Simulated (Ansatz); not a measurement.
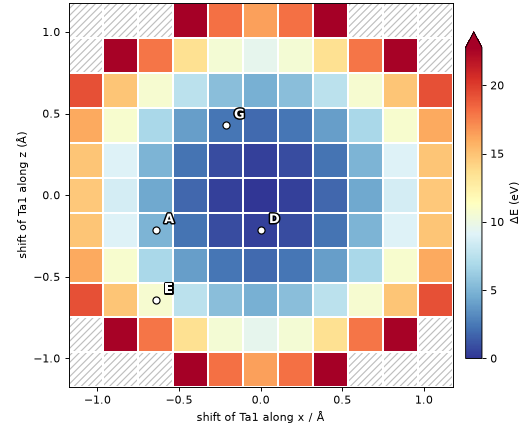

TaSi2 (P6_422, No. 181; 9 atoms in the cell). 
- One atom moved over a plane, all else fixed (x along [1 0 0], y along [1 2 0], z along [0 0 1] of the conventional cell).
- First axis: shift of Ta1 along x. Second axis: shift of Ta1 along z.
- Nothing is relaxed (all other atoms fixed).
- Grid: 11 × 11 points; 32 points were computed and 73 follow by symmetry. At 16 points there is no value (left out of the scan, as a rule where atoms come close).
- All energies are given in eV per cell relative to the lowest grid point.
- Level of theory: DFT PBEsol, scalar-relativistic, plane waves, PAW in Ansatz 0.2.0. Settings: cutoff 420 eV, k-mesh 9×9×6 in the order of the run's cell vectors, gaussian smearing 0.15 eV, no spin polarisation.

The picture shows one coloured cell a grid point, one colour for all values above the top of the scale, hatched blanks where no value was computed, lettered points.

Question: What kind of point is each of A, E, G: minimum, saddle, maximum or slope?

Answer: A: on a slope; E: on a slope; G: on a slope. (In these two coordinates alone; a stationary point may lie a little off the grid point.)

Question: Which space group has the cell at each letter?

Answer: A: P1; D: P2; E: P1; G: P1.

Question: Rank the lettered points by energy, lowest first.

Answer: D (0.43 eV), G (2.4 eV), A (4.9 eV), E (10.8 eV).

PAW datasets: the set soft_1.
